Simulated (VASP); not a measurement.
Input

```
SYSTEM = Si12H6C
ALGO = Fast
DIPOL = 0.5 0.5 0.516
EDIFF = 1E-6
ENCUT = 520
GGA = PE
IDIPOL = 3
ISIF = 2
ISMEAR = 0
LASPH = .True.
LCHARG = .True.
LDIPOL = .True.
LELF = .True.
LREAL = Auto
LVACPOTAV = .True.
LVHAR = .True.
LWAVE = .False.
NBANDS = 83
NELM = 100
PREC = Accurate
SIGMA = 0.05
```

Launched as:

```sh
cat potpaw_PBE.64/Si/POTCAR potpaw_PBE.64/H/POTCAR potpaw_PBE.64/C/POTCAR > POTCAR
mpirun -np 1 vasp_std > vasp.out
```

The calculation used Kohn-Sham DFT of a periodic cell, PBE, VASP PAW PBE potentials, recommended (VASP).

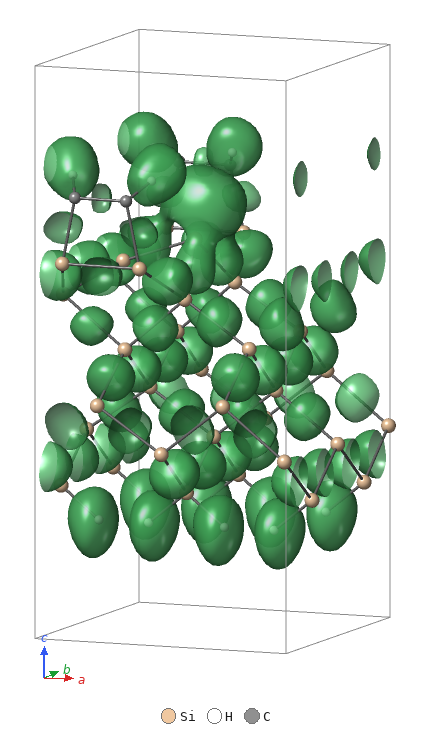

Si12H6C (slab). Isosurface of the electron localisation function at 0.8 (green), seen slightly off an axis. Only the valence region is drawn (cores and ρ < 0.01 e/Å³ removed). Sticks mark near contacts.

In a PAW calculation such maps are meaningful between the atoms, not at the nuclei.

What do the ELF domains correspond to?

At this value the surface marks out one region between bonded C–C atoms (shared pairs), two regions between bonded C–Si atoms (shared pairs), 39 regions between bonded Si–Si atoms (shared pairs), twelve regions around hydrogen nuclei and one region on Si in which the atom's valence shell and bonds are merged, counted in one cell of 38 atoms. Counts are for one cell; the picture repeats the cell along the surface.

Values along the shortest contacts:
C–H (1.10 Å): the ELF climbs to about 1 towards the hydrogen, as it does in any bond to H; an ordinary covalent bond to hydrogen. Si–H (1.48 Å): the ELF is about 1 at the midpoint (a covalent bond by its length).

Does the calculation make it a metal, or give it a gap?

It is gapped, with a Kohn–Sham gap of 0.78 eV on the k-point mesh (the band edges may lie off the mesh, which would make the gap smaller).
